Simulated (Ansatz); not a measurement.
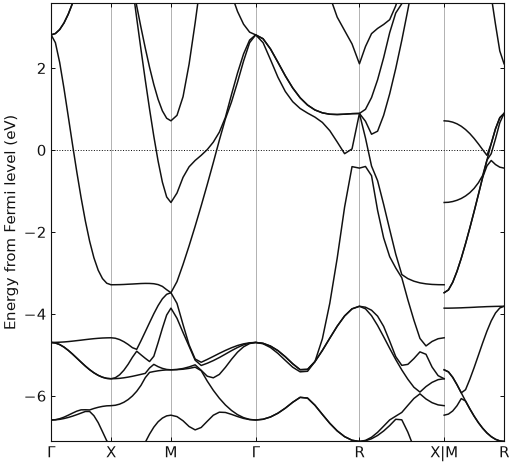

What does this figure show?

Band structure of CsCl-type AuAl, space group Pm-3m (No. 221), 2 atoms in the cell (cubic a = 3.224 Å). Computed with Ansatz: PBEsol, Ansatz PAW, no spin polarisation, no spin-orbit coupling, 8×8×8 k mesh, 420 eV cutoff, Fermi-Dirac smearing of 0.05 eV. Energies are counted from the Fermi level.

A metal: bands cross the Fermi level along this path. At Γ the nearest levels lie 4.70 eV below and 2.81 eV above the Fermi level.

Spin-orbit coupling is left out, which matters for Au. The PAW data sets were made with another functional. The cell is at −5 GPa in this functional. The cell comes from a database of computed structures, and whether it is the stable form of this composition wasn't checked. Bands are joined in order of energy, so crossings between the computed points show as kinks or gaps.
